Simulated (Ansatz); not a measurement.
Geometry relaxation of MgO (part 2 of 2)

The same run, continued: MgO (P2₁3, 8 atoms in the cell); DFT PBE, scalar-relativistic, plane waves, PAW, no spin polarisation (Ansatz 0.2.0); cutoff 420 eV, 4×4×4 k-mesh, Gaussian smearing of 0.1 eV. The structure was made by swapping elements on the sites of another compound; it need not be a known phase. It belongs to a series of runs on one base structure; here: BeAu type (P2_13, No. 198).

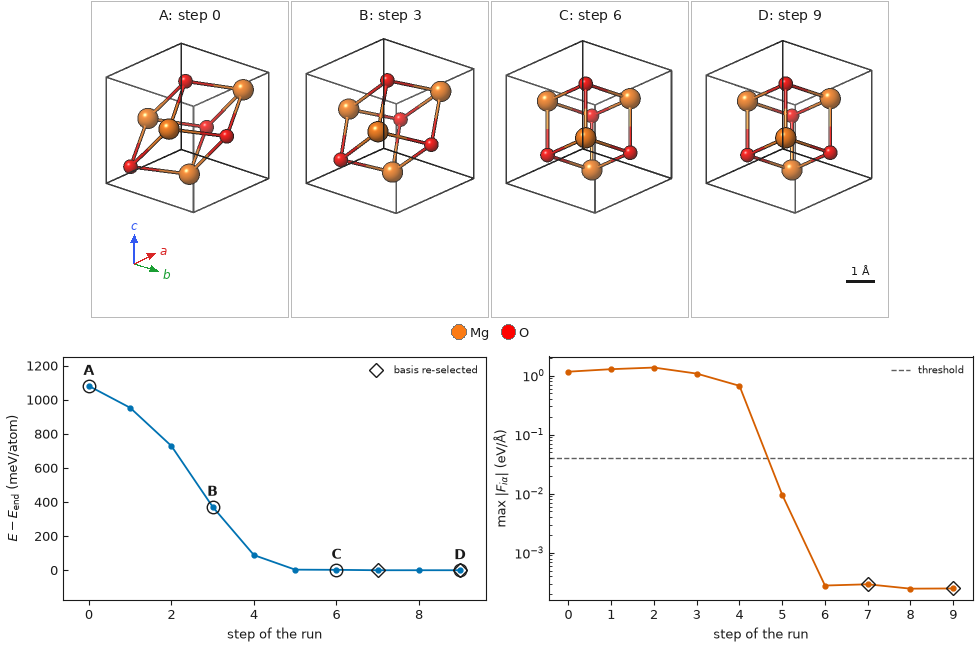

*Frames of the relaxation (ball-and-stick view of the cell of the calculation, seen at an oblique angle) above the curves, on which the letters mark them (the first geometry is step 0 here and step 1 in the log).*

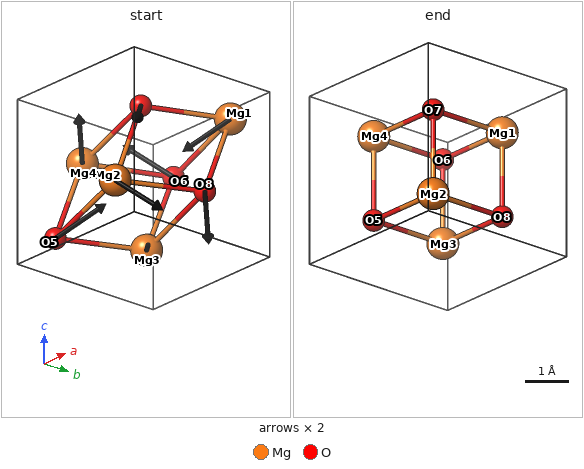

*Before (left) and after (right) the relaxation, at one scale (ball-and-stick view of the cell of the calculation, seen at an oblique angle). The black arrows give the displacements (without the part carried along by the change of the cell), magnified 2 times.*

The energy falls by 1081 meV per atom in 7 geometry steps. Largest force component: 1.2 eV/Å at the start, 0.00025 eV/Å at the end. Pressure: 11.73 GPa at the start and 0.02 GPa at the end. The basis was re-selected once at an unchanged geometry, which shifts the energy a little without any move. The largest moves relative to the cell, 0.74 Å, are those of O5, O6, O7 and O8. Largest moves by element: O 0.74 Å, Mg 0.69 Å. The drawn cell changes as follows: a = b = c 4.176 → 4.254 Å (+1.9 %); the volume changes by +5.7 %. Among the contacts that change: Mg1–O5 2.213 → 3.684 Å, Mg1–O6 2.263 → 2.127 Å. Bonds break: Mg1–O5 (2.21 → 3.68 Å), Mg2–O6 (2.21 → 3.68 Å), Mg3–O7 (2.21 → 3.68 Å), Mg4–O8 (2.21 → 3.68 Å). Among the angles that change: O5–Mg2–O5 137.6° → 180.0°, Mg2–O5–Mg2 137.6° → 180.0°, O5–Mg2–O8 110.8° → 90.0°. The space group (tolerance 0.01 Å) goes from P2_13 (No. 198) to Fm-3m (No. 225). The energy change given includes the shifts at the re-selections in mid-walk, which come without any move. A last SCF at the same geometry on a re-selected plane-wave basis shifts the energy by next to nothing (0.0 meV per atom). (Atoms are counted from 1 in the order of the input.)

```
basis re-selected at this cell: Δ(F+E_penalty+E_count) = -2.120e-4 eV, ΔP = +0.009 GPa vs the last step (what re-selecting the basis moved, of the pressure what is left beyond the Pulay correction that the steps carried, after the strain that the cell walked since its last selection, with what the two solves' SCF thresholds leave and, on support functions, any second-order correction that the steps lacked; it is no measure of the basis error at this ecutwfc). This SCF's stress stands 2.14e-2 GPa from its target on what of the cell is left free (relax.cell.stress_tol is 4.00e-1 GPa) and its largest allowed force component is 2.49e-4 eV/Å (relax.f_tol is 4.00e-2 eV/Å): within both
SCF converged after 4 iterations
Free energy (F): -9976.555047 eV
Harris-Foulkes:  -9976.555047 eV  (|F-HF|=1.60e-9)
Internal energy: -9976.555047 eV  (E = F + TS)
E sigma→0 (E₀):  -9976.555047 eV
Fermi energy:    10.007851 eV
--- Per-component energies (eV) ---
  E_band       = -1194.513929
  E_kinetic    = 1020.042111
  E_local      = -6483.613275  (includes V_loc(G=0)·N_el)
  E_nonlocal   = 571.012934
  E_hartree    = 2243.772002
  E_xc         = -420.098662
  E_vxc        = -538.274911  (∫ρ·V_xc dr)
  E_paw        = -1800.572806  (= ΣΔE_a)
  E_vpaw       = -251.236431  (= ΣTr[D̂ρ^β])
  E_aug_tail   = 0.009885  (compensation charges beyond the density's cutoff)
  E_ewald      = -5107.107236
  E_smearing   = -0.000000  (= −TS)
  E_closure    = -0.000000  (closes the sum)
  Σ components = -9976.555047   (vs F -9976.555047, Δ=0.00e0)
--- Forces (eV/Å), atoms counted from 1 ---
  atom   1  Mg     0.00024914     0.00024914     0.00024914
  atom   2  Mg    -0.00024914    -0.00024914     0.00024914
  atom   3  Mg     0.00024914    -0.00024914    -0.00024914
  atom   4  Mg    -0.00024914     0.00024914    -0.00024914
  atom   5  O      0.00010638     0.00010638     0.00010638
  atom   6  O     -0.00010638    -0.00010638     0.00010638
  atom   7  O      0.00010638    -0.00010638    -0.00010638
  atom   8  O     -0.00010638     0.00010638    -0.00010638
  max |Σ_I F_I| component: 5.42e-20 eV/Å
--- Stress (GPa, compression-positive) ---
        0.021447      -0.000000       0.000000
       -0.000000       0.021447       0.000000
        0.000000       0.000000       0.021447
  P = ⅓ Tr σ = 0.0214 GPa (0.214 kbar)
--- Band table (eV; the first three rows and the last of 11) ---
  k-point 0: bands = ["-64.6264", "-64.6165", "-64.6165", "-64.6165", "-31.4159", "-31.4159", "-31.4159", "-31.3766", "-31.3766", "-31.3766", "-31.3766", "-31.3766", "-31.3766", "-31.3509", "-31.3509", "-31.3509", "-9.3302", "-7.8759", "-7.8759", "-7.8759", "3.8414", "3.8414", "3.8414", "6.4755", "6.4755", "6.4755", "6.4755", "6.4755", "6.4755", "7.7756", "7.7756", "7.7756", "12.2376", "16.8827", "16.8827", "16.8827", "17.4515", "17.4515", "17.4515", "20.5734"]
  k-point 1: bands = ["-64.6249", "-64.6179", "-64.6165", "-64.6165", "-31.4101", "-31.4101", "-31.4073", "-31.3823", "-31.3823", "-31.3774", "-31.3774", "-31.3728", "-31.3728", "-31.3614", "-31.3546", "-31.3546", "-9.1205", "-8.0903", "-7.8467", "-7.8467", "4.1318", "4.1318", "4.1769", "5.9497", "5.9497", "6.2643", "6.2643", "6.6395", "6.6395", "6.7542", "7.5528", "7.5528", "13.4476", "17.1598", "17.3859", "17.7083", "17.7083", "18.3195", "18.3195", "20.2578"]
  k-point 2: bands = ["-64.6214", "-64.6214", "-64.6165", "-64.6165", "-31.3961", "-31.3961", "-31.3961", "-31.3961", "-31.3853", "-31.3853", "-31.3782", "-31.3782", "-31.3637", "-31.3637", "-31.3637", "-31.3637", "-8.6080", "-8.6080", "-7.8172", "-7.8172", "4.9330", "4.9330", "4.9330", "4.9330", "5.2082", "5.2082", "6.0630", "6.0630", "7.0668", "7.0668", "7.0668", "7.0668", "15.5598", "15.5598", "18.8819", "18.8819", "19.2361", "19.2361", "19.2361", "19.2361"]
  k-point 10: bands = ["-64.6189", "-64.6189", "-64.6189", "-64.6189", "-31.4272", "-31.4272", "-31.4272", "-31.4272", "-31.3587", "-31.3587", "-31.3587", "-31.3587", "-31.3587", "-31.3587", "-31.3587", "-31.3587", "-8.0880", "-8.0880", "-8.0880", "-8.0880", "3.2963", "3.2963", "3.2963", "3.2963", "7.1568", "7.1568", "7.1568", "7.1568", "7.1568", "7.1568", "7.1568", "7.1568", "15.5077", "15.5077", "15.5077", "15.5077", "20.0547", "20.0547", "20.0547", "20.0547"]
--- Relaxed structure (8 steps of the walk, 8 accepted, 2 SCFs on fresh bases) ---
  F+E_penalty+E_count = -9976.55504747 eV   max|allowed force component| = 2.491e-4 eV/Å   (the final SCF, on the basis selected at the relaxed cell)
  cell:  # Å, volume = 76.9606 Å³
    - [4.253595777801946, 1.784695081798838e-32, -9.758045051561993e-33]
    - [1.425188158846554e-32, 4.253595777801946, 3.3382785702712086e-33]
    - [-7.703719777548942e-33, 3.59506922952284e-33, 4.253595777801946]
  atoms:
    - { symbol: Mg, position: [0.7499930712431869, 0.7499930712431869, 0.7499930712431869] }
    - { symbol: Mg, position: [0.7500069287568131, 0.2500069287568131, 0.24999307124318704] }
    - { symbol: Mg, position: [0.24999307124318698, 0.7500069287568131, 0.2500069287568131] }
    - { symbol: Mg, position: [0.2500069287568131, 0.24999307124318693, 0.7500069287568131] }
    - { symbol: O, position: [0.2499991200320618, 0.2499991200320618, 0.2499991200320618] }
    - { symbol: O, position: [0.25000087996793824, 0.7500008799679384, 0.7499991200320615] }
    - { symbol: O, position: [0.7499991200320615, 0.25000087996793824, 0.7500008799679384] }
    - { symbol: O, position: [0.7500008799679384, 0.7499991200320615, 0.25000087996793824] }
```

## Trajectory as extended XYZ (Å, eV, eV/Å), 10 frames, from step=1 to step=10
```
8
Lattice="4.1758 0.0000 0.0000 0.0000 4.1758 0.0000 0.0000 0.0000 4.1758" Properties=species:S:1:pos:R:3:forces:R:3 step=1 energy=-9967.90572 pressure_GPa=11.73
Mg    3.5244    3.5244    3.5244   -0.6671  -0.6671  -0.6671
Mg    2.7393    0.6514    1.4365    0.6671   0.6671  -0.6671
Mg    1.4365    2.7393    0.6514   -0.6671   0.6671   0.6671
Mg    0.6514    1.4365    2.7393    0.6671  -0.6671   0.6671
O     0.6264    0.6264    0.6264    1.1623   1.1623   1.1623
O     1.4615    3.5494    2.7143   -1.1623  -1.1623   1.1623
O     2.7143    1.4615    3.5494    1.1623  -1.1623  -1.1623
O     3.5494    2.7143    1.4615   -1.1623   1.1623  -1.1623
8
Lattice="4.2185 0.0000 0.0000 0.0000 4.2185 0.0000 0.0000 0.0000 4.2185" Properties=species:S:1:pos:R:3:forces:R:3 step=2 energy=-9968.92871 pressure_GPa=5.48
Mg    3.5343    3.5343    3.5343   -0.7443  -0.7443  -0.7443
Mg    2.7935    0.6842    1.4250    0.7443   0.7443  -0.7443
Mg    1.4250    2.7935    0.6842   -0.7443   0.7443   0.7443
Mg    0.6842    1.4250    2.7935    0.7443  -0.7443   0.7443
O     0.6803    0.6803    0.6803    1.2815   1.2815   1.2815
O     1.4290    3.5382    2.7896   -1.2815  -1.2815   1.2815
O     2.7896    1.4290    3.5382    1.2815  -1.2815  -1.2815
O     3.5382    2.7896    1.4290   -1.2815   1.2815  -1.2815
8
Lattice="4.2587 0.0000 0.0000 0.0000 4.2587 0.0000 0.0000 0.0000 4.2587" Properties=species:S:1:pos:R:3:forces:R:3 step=3 energy=-9970.72289 pressure_GPa=0.56
Mg    3.5152    3.5152    3.5152   -0.9295  -0.9295  -0.9295
Mg    2.8728    0.7435    1.3859    0.9295   0.9295  -0.9295
Mg    1.3859    2.8728    0.7435   -0.9295   0.9295   0.9295
Mg    0.7435    1.3859    2.8728    0.9295  -0.9295   0.9295
O     0.7637    0.7637    0.7637    1.3652   1.3652   1.3652
O     1.3656    3.4950    2.8931   -1.3652  -1.3652   1.3652
O     2.8931    1.3656    3.4950    1.3652  -1.3652  -1.3652
O     3.4950    2.8931    1.3656   -1.3652   1.3652  -1.3652
8
Lattice="4.3103 0.0000 0.0000 0.0000 4.3103 0.0000 0.0000 0.0000 4.3103" Properties=species:S:1:pos:R:3:forces:R:3 step=4 energy=-9973.58027 pressure_GPa=-4.98
Mg    3.4597    3.4597    3.4597   -0.9828  -0.9828  -0.9828
Mg    3.0058    0.8506    1.3045    0.9828   0.9828  -0.9828
Mg    1.3045    3.0058    0.8506   -0.9828   0.9828   0.9828
Mg    0.8506    1.3045    3.0058    0.9828  -0.9828   0.9828
O     0.8893    0.8893    0.8893    1.0793   1.0793   1.0793
O     1.2659    3.4211    3.0444   -1.0793  -1.0793   1.0793
O     3.0444    1.2659    3.4211    1.0793  -1.0793  -1.0793
O     3.4211    3.0444    1.2659   -1.0793   1.0793  -1.0793
8
Lattice="4.2701 0.0000 0.0000 0.0000 4.2701 0.0000 0.0000 0.0000 4.2701" Properties=species:S:1:pos:R:3:forces:R:3 step=5 energy=-9975.84556 pressure_GPa=-1.61
Mg    3.3149    3.3149    3.3149   -0.6705  -0.6705  -0.6705
Mg    3.0902    0.9552    1.1798    0.6705   0.6705  -0.6705
Mg    1.1798    3.0902    0.9552   -0.6705   0.6705   0.6705
Mg    0.9552    1.1798    3.0902    0.6705  -0.6705   0.6705
O     0.9909    0.9909    0.9909    0.4546   0.4546   0.4546
O     1.1442    3.2792    3.1259   -0.4546  -0.4546   0.4546
O     3.1259    1.1442    3.2792    0.4546  -0.4546  -0.4546
O     3.2792    3.1259    1.1442   -0.4546   0.4546  -0.4546
8
Lattice="4.2650 0.0000 0.0000 0.0000 4.2650 0.0000 0.0000 0.0000 4.2650" Properties=species:S:1:pos:R:3:forces:R:3 step=6 energy=-9976.52838 pressure_GPa=-1.66
Mg    3.2003    3.2003    3.2003   -0.0096  -0.0096  -0.0096
Mg    3.1972    1.0647    1.0678    0.0096   0.0096  -0.0096
Mg    1.0678    3.1972    1.0647   -0.0096   0.0096   0.0096
Mg    1.0647    1.0678    3.1972    0.0096  -0.0096   0.0096
O     1.0649    1.0649    1.0649    0.0087   0.0087   0.0087
O     1.0676    3.2001    3.1975   -0.0087  -0.0087   0.0087
O     3.1975    1.0676    3.2001    0.0087  -0.0087  -0.0087
O     3.2001    3.1975    1.0676   -0.0087   0.0087  -0.0087
8
Lattice="4.2499 0.0000 0.0000 0.0000 4.2499 0.0000 0.0000 0.0000 4.2499" Properties=species:S:1:pos:R:3:forces:R:3 step=7 energy=-9976.53608 pressure_GPa=0.02
Mg    3.1874    3.1874    3.1874    0.0001   0.0001   0.0001
Mg    3.1875    1.0625    1.0625   -0.0001  -0.0001   0.0001
Mg    1.0625    3.1875    1.0625    0.0001  -0.0001  -0.0001
Mg    1.0625    1.0625    3.1875   -0.0001   0.0001  -0.0001
O     1.0625    1.0625    1.0625   -0.0003  -0.0003  -0.0003
O     1.0625    3.1874    3.1875    0.0003   0.0003  -0.0003
O     3.1875    1.0625    3.1874   -0.0003   0.0003   0.0003
O     3.1874    3.1875    1.0625    0.0003  -0.0003   0.0003
8
Lattice="4.2499 0.0000 0.0000 0.0000 4.2499 0.0000 0.0000 0.0000 4.2499" Properties=species:S:1:pos:R:3:forces:R:3 step=8 energy=-9976.55533 pressure_GPa=0.41
Mg    3.1874    3.1874    3.1874    0.0001   0.0001   0.0001
Mg    3.1875    1.0625    1.0625   -0.0001  -0.0001   0.0001
Mg    1.0625    3.1875    1.0625    0.0001  -0.0001  -0.0001
Mg    1.0625    1.0625    3.1875   -0.0001   0.0001  -0.0001
O     1.0625    1.0625    1.0625   -0.0003  -0.0003  -0.0003
O     1.0625    3.1874    3.1875    0.0003   0.0003  -0.0003
O     3.1875    1.0625    3.1874   -0.0003   0.0003   0.0003
O     3.1874    3.1875    1.0625    0.0003  -0.0003   0.0003
8
Lattice="4.2536 0.0000 0.0000 0.0000 4.2536 0.0000 0.0000 0.0000 4.2536" Properties=species:S:1:pos:R:3:forces:R:3 step=9 energy=-9976.55484 pressure_GPa=0.01
Mg    3.1902    3.1902    3.1902    0.0002   0.0002   0.0002
Mg    3.1902    1.0634    1.0634   -0.0002  -0.0002   0.0002
Mg    1.0634    3.1902    1.0634    0.0002  -0.0002  -0.0002
Mg    1.0634    1.0634    3.1902   -0.0002   0.0002  -0.0002
O     1.0634    1.0634    1.0634    0.0001   0.0001   0.0001
O     1.0634    3.1902    3.1902   -0.0001  -0.0001   0.0001
O     3.1902    1.0634    3.1902    0.0001  -0.0001  -0.0001
O     3.1902    3.1902    1.0634   -0.0001   0.0001  -0.0001
8
Lattice="4.2536 0.0000 0.0000 0.0000 4.2536 0.0000 0.0000 0.0000 4.2536" Properties=species:S:1:pos:R:3:forces:R:3 step=10 energy=-9976.55505 pressure_GPa=0.02
Mg    3.1902    3.1902    3.1902    0.0002   0.0002   0.0002
Mg    3.1902    1.0634    1.0634   -0.0002  -0.0002   0.0002
Mg    1.0634    3.1902    1.0634    0.0002  -0.0002  -0.0002
Mg    1.0634    1.0634    3.1902   -0.0002   0.0002  -0.0002
O     1.0634    1.0634    1.0634    0.0001   0.0001   0.0001
O     1.0634    3.1902    3.1902   -0.0001  -0.0001   0.0001
O     3.1902    1.0634    3.1902    0.0001  -0.0001  -0.0001
O     3.1902    3.1902    1.0634   -0.0001   0.0001  -0.0001
```

This output came from the following input.

## Input
```yaml
crystal:
  lattice:
    - [4.1757874696, 0.0, 0.0]
    - [0.0, 4.1757874696, 0.0]
    - [0.0, 0.0, 4.1757874696]
  atoms:
    - { symbol: Mg, position: [0.844, 0.844, 0.844] }
    - { symbol: Mg, position: [0.656, 0.156, 0.344] }
    - { symbol: Mg, position: [0.344, 0.656, 0.156] }
    - { symbol: Mg, position: [0.156, 0.344, 0.656] }
    - { symbol: O, position: [0.15, 0.15, 0.15] }
    - { symbol: O, position: [0.35, 0.85, 0.65] }
    - { symbol: O, position: [0.65, 0.35, 0.85] }
    - { symbol: O, position: [0.85, 0.65, 0.35] }
basis:
  ecutwfc: 420
kpoints:
  mp_grid: { grid: [4, 4, 4] }
hamiltonian:
  xc: pbe
scf:
  occupations: { method: gaussian, width: 0.1 }
  lower_state_search: "off"
output:
  forces: true
  stress: true
  eigenvalues: true
relax:
  adjacent_minimum: "off"
  f_tol: 0.04
  max_steps: 70
  cell: { stress_tol: 0.4 }
```

Launched with:
```bash
ansatz run input.yaml --threads 1 --pin off --max-ram 2560MiB --backend cpu --events-out ev --progress --plain --runs-dir out
```

## Summary

| quantity | value |
| --- | --- |
| outcome | converged |
| space group (tolerance 0.01 Å) | P2₁3 (198) → Fm-3m (225) |
| electrons treated | 64 |
| free energy | −9976.5550 eV |
| Fermi energy | 10.008 eV |
| gap on the k-point mesh | 4.46 eV |
| pressure | 0.02 GPa |
| final volume | 76.96 Å³ |
| largest force (length of the vector) at the end | under 0.001 eV/Å |
| final cell | a = 4.254 Å, b = 4.254 Å, c = 4.254 Å, α = 90.00°, β = 90.00°, γ = 90.00° |
| hardware | 1 thread of Intel Xeon @ 2.50GHz (Skylake/Cascade Lake), 192 GiB of memory available, shared host |
| wall time | 37 s |
| peak memory | 0.37 GiB |
